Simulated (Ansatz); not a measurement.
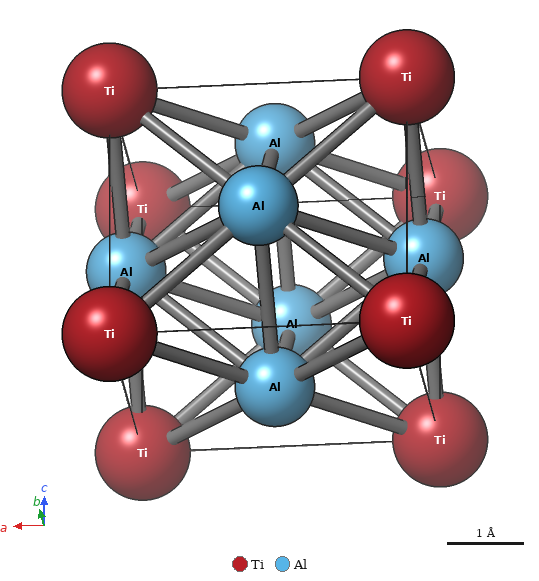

View from a general direction, drawn as a ball-and-stick model. The outline marks the conventional unit cell. Cell: a = 3.948 Å, b = 3.948 Å, c = 3.504 Å, α = 90.00°, β = 90.00°, γ = 90.00°.

Describe this structure.

- The structure is one of TiAl₃.
- Symmetry: P4/mmm (No. 123), primitive tetragonal lattice.
- In the cell are 1 Ti, 3 Al, which makes 1 formula unit.
- The neighbours of Ti are twelve Al in a cuboctahedral arrangement at about 2.6 to 2.8 Å. About every Al there are eight Al and four Ti in a cuboctahedral arrangement (about 2.6 to 2.8 Å to Al, 2.6 to 2.8 Å to Ti). Not all metal-metal contacts are counted.
- The bonds build a three-dimensional framework.

The starting point was a structure listed in the Materials Project. The cell was then strained or its atoms displaced on purpose. Ansatz was used for an electronic-structure calculation on it.

At this level of theory the run's own cell isn't at rest (compressed, at 18 GPa), so its distances can differ from those at equilibrium, the more so the softer the solid.
